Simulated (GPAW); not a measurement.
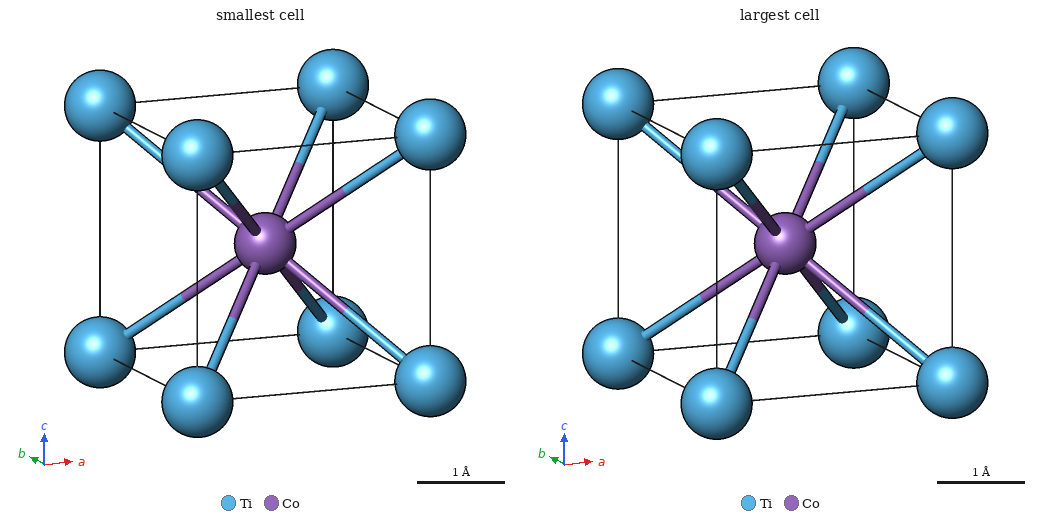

TiCo, caesium chloride (CsCl, B2) type, space group Pm-3m (No. 221), relaxed (cell and atoms, zero pressure) with five choices of dispersion term on top of PBEsol; the smallest and the largest of the relaxed conventional cells are drawn to one scale (sticks follow a distance rule). The start was a structure listed in the Materials Project. It needn't be the stable form of this composition.

Alike in all runs: GPAW 26.7.0; functional PBEsol; potentials PAW data sets generated in the run's folder for this functional; cutoff 600 eV; k mesh 9 × 9 × 9 on the run's cell of 2 atoms; occupations fermi-dirac, width 0.05 eV; collinear spin, ferromagnetic start; no spin-orbit coupling. All runs are metallic.

| level | volume (Å³/atom) | a (Å) | moment (μB/atom) |
| --- | --- | --- | --- |
| D3(BJ) | 12.23 | 2.903 | 0.27 |
| none | 12.67 | 2.937 | 0.30 |
| D4 | 12.53 | 2.926 | 0.29 |
| D3 | 12.30 | 2.909 | 0.28 |
| D3(BJ)-ATM | ? | ? | ? |

Question: Fill in the row of D3(BJ)-ATM.

Answer: Volume 12.32 Å³/atom; a 2.910 Å; moment 0.28 μB/atom. That is between D3 and D4 in volume.

Question: Order the levels by the relaxed volume, smallest first.

Answer: D3(BJ) (12.23 Å³/atom), D3 (12.30 Å³/atom), D3(BJ)-ATM (12.32 Å³/atom), D4 (12.53 Å³/atom), none (12.67 Å³/atom). Rows within a few tenths of a per cent can't be told apart.

Caveat: each step starts from the last one's moments, so a moment once lost doesn't come back; later steps reuse the first step's grids; pairwise dispersion terms can overbind metals strongly.
